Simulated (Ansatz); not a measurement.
**Si48O (cell charge +1, with a compensating background) (cell with a defect): density, localisation and related maps**

Si48O (cell charge +1, with a compensating background) (cell with a defect), 49 atoms, a = 9.99 Å, b = 9.99 Å, c = 9.99 Å, α = 83.76°, β = 83.76°, γ = 83.76°.

Spin-polarised.

Method: Ansatz 0.2.0, DFT PBE, scalar-relativistic, plane waves, PAW.

Core electrons are frozen (PAW), and the valence fields are smoothed inside the atomic spheres.

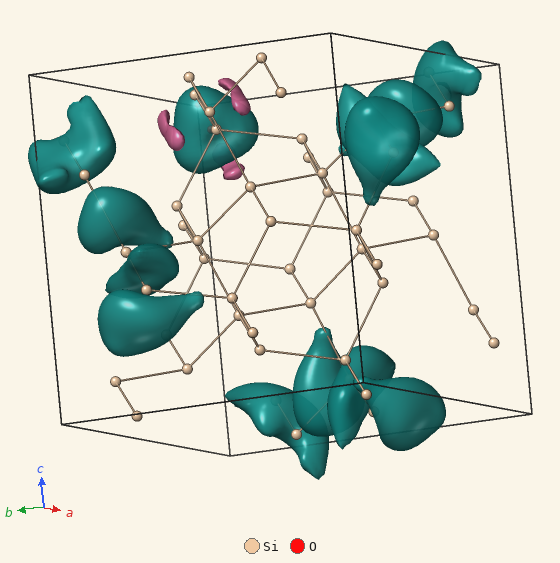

Figure 1. Isosurfaces of the spin density at +0.003 (teal) and −0.003 e/Å³ (pink), seen at an oblique angle. Sticks mark near contacts.

Q: Which atoms carry the moments, and with what signs?

A: The spin density sits on O: +0.3 μB in one cell of 49 atoms: with much of the spin spread outside that site. The cell of the calculation (49 atoms) carries 0.9 μB of net spin moment.

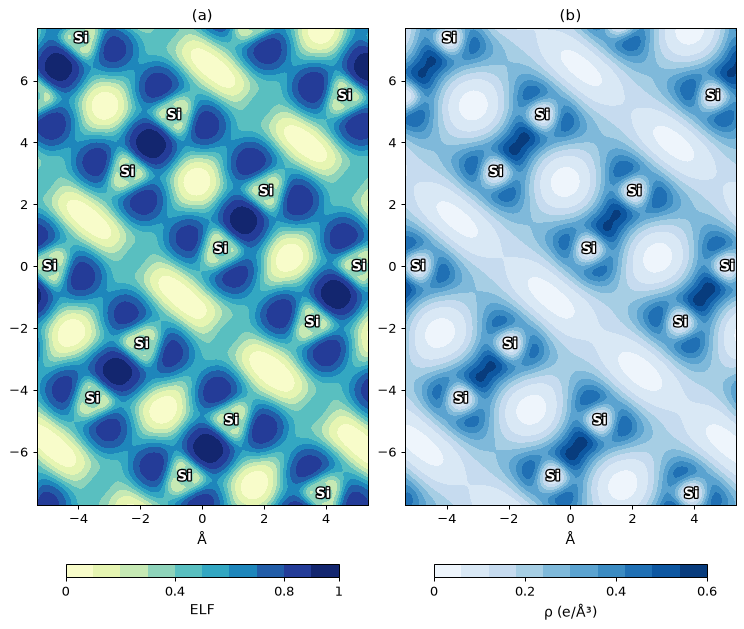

Figure 2. (a) ELF; (b) valence electron density on the (11̄0) plane of the calculation cell.

Q: Read the bonding off the picture.

A: Atoms in the plane: Si. Si–Si (2.37 Å): the density is about 0.55 e/Å³ at the midpoint; the ELF peaks at about 0.95 between the atoms. Between the atoms the lowest density in this plane is 0.04 e/Å³.

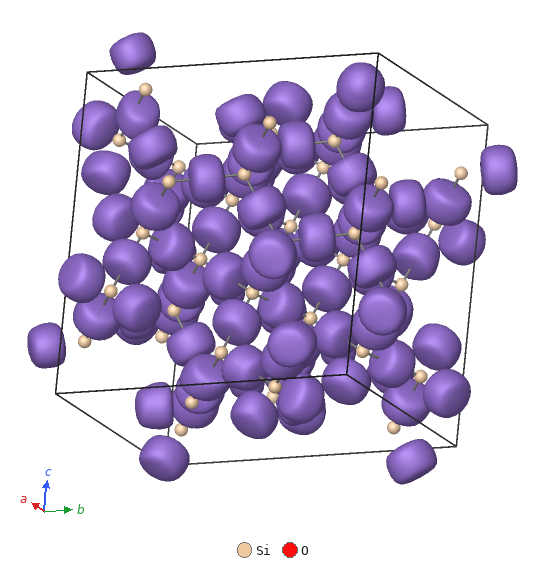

Figure 3. Isosurface of the ELF at 0.75 (purple), seen at an oblique angle. Only the valence region is drawn (cores and ρ < 0.01 e/Å³ removed). Sticks mark near contacts.

Q: What do the ELF domains correspond to?

A: The ELF exceeds this value in 96 regions between bonded Si–Si atoms and one region wrapped around O (its valence shell), counted in one cell of 49 atoms. Any copies at cell faces, edges or corners count once.


Si–Si (2.35 Å): the ELF peaks at about 0.95 between the atoms. Si–O (2.40 Å): the ELF is about 0.30 at the midpoint (no shared electron pair shows on this line).

Q: Metal or insulator at this level of theory?

A: It is gapless in this calculation (a metal or semimetal).
